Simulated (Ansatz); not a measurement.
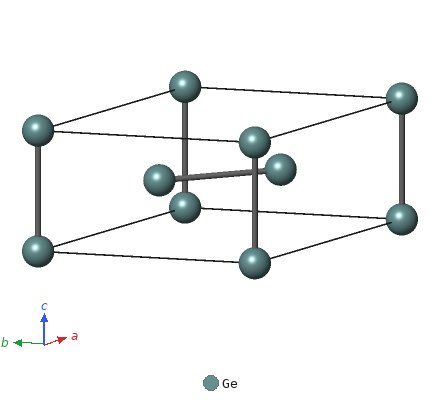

Ge (P6/mmm, No. 191): the input geometry of an electronic-structure calculation (not necessarily at equilibrium); the starting structure was generated, so it need not be a known form of this composition.

```
CELL_PARAMETERS angstrom
4.82881 0.00000 0.00000
-2.41440 4.18187 0.00000
0.00000 0.00000 2.73269
ATOMIC_POSITIONS crystal
Ge 0.00000 0.00000 0.00000
Ge 0.33333 0.66667 0.50000
Ge 0.66667 0.33333 0.50000
```

What will a projected-potential map along [100] show? Computed as the sum of neutral-atom potentials (tabulated electron scattering factors, B = 0.5 Å²) projected along the beam and smoothed by 0.25 Å; brighter is more positive. The display is stretched by a gamma of 0.6; percentages refer to the linear signal.

The columns repeat on a rectangular net of 2.73 × 4.18 Å (plane group p2mm). All columns are alike (Ge). The shortest distance between visible columns is 1.39 Å in projection. Along the beam the structure repeats every 4.83 Å.

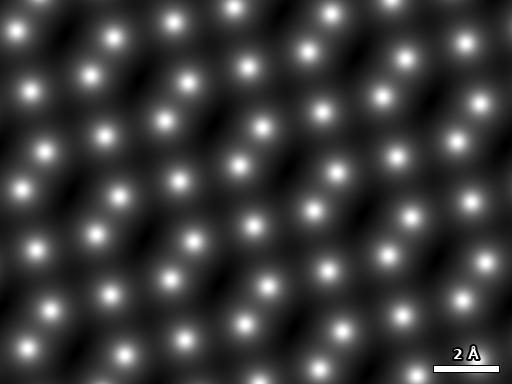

The simulated image.

What mean inner potential do neutral atoms give for this crystal?

About 19 V (the sum of the forward scattering factors over the cell volume; bonding usually lowers the true value).
